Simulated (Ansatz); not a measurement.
The coordinates of a crystal:

```
Au
1.0
     3.31454    0.00000    0.00000
     0.00000    3.31454    0.00000
     0.00000    0.00000    3.41397
Au
2
Direct
  0.00000 0.00000 0.00000
  0.50000 0.50000 0.50000
```

Q: What would you see if this were drawn?

A: The element is gold. The space group is I4/mmm (No. 139); the lattice is body-centred tetragonal. The cell holds two atoms. Au bonds to eight Au in a cubic arrangement at 2.90 Å. The bonds build a three-dimensional framework.

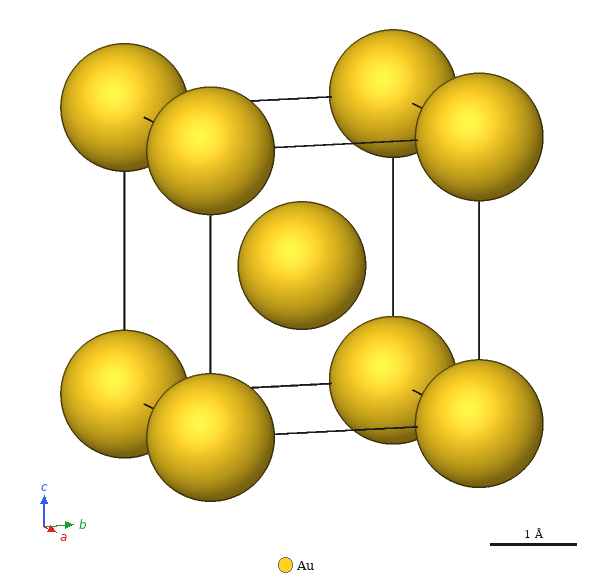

The figure gives a spheres-only picture of the atoms, viewed slightly off an axis. Lines trace the edges of the conventional unit cell.

The initial geometry was a structure listed in the Materials Project. The cell was then strained or its atoms displaced on purpose. It went into a calculation with Ansatz.

At this level of theory the cell isn't at rest (stretched, at -16 GPa), so its distances can differ from those at equilibrium, the more so the softer the solid.
